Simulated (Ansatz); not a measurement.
System: P.

Input

```
crystal:
  lattice:
    - [1.643641739, 0.9489570005, 2.9597265076]
    - [-1.643641739, 0.9489570005, 2.9597265076]
    - [0.0, -1.8979140009, 2.9597265076]
  atoms:
    - { symbol: P, position: [0.241294368, 0.241294368, 0.241294368] }
    - { symbol: P, position: [0.758705632, 0.758705632, 0.758705632] }
basis:
  ecutwfc: 420
kpoints:
  mp_grid: { grid: [24, 24, 24] }
hamiltonian:
  xc: pbesol
  dispersion: d3bj
scf:
  occupations: { method: gaussian, width: 0.15 }
output:
  forces: true
  stress: true
  eigenvalues: true
  write_density: true
  write_potential: true
  elf: true
  volumetric_format: npy
```

Launched as:

```sh
ansatz run input.yaml --threads 1 --pin off --max-ram 2560MiB --backend cpu --events-out ev --progress --plain --runs-dir out
```

Below, planes, directions and counts refer to the conventional cell (a = 3.29 Å, b = 3.29 Å, c = 8.88 Å, α = 90.00°, β = 90.00°, γ = 120.00°).

Space group R-3m; a structure from a database of computed crystals, not necessarily the ambient phase.

Level of theory: Ansatz 0.2.0, DFT PBEsol+D3(BJ), scalar-relativistic, plane waves, PAW.

### What will maps of the valence pseudo-density and electron localisation function show?

P–P (2.31 Å): the density is about 0.65 e/Å³ at the midpoint; the ELF peaks at about 0.85 between the atoms.

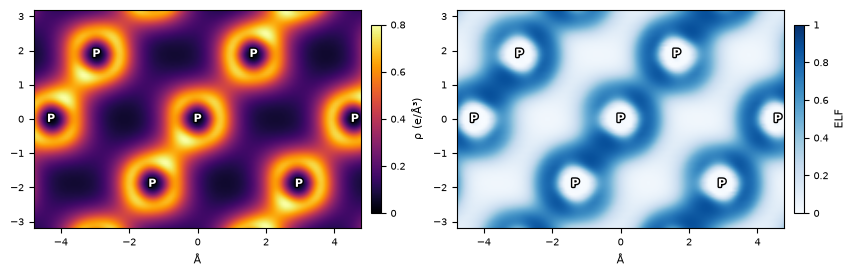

Computed valence pseudo-density and electron localisation function on the (110) plane of the conventional cell, in this order. 

Core electrons are frozen (PAW), and the valence fields are smoothed inside the atomic spheres.
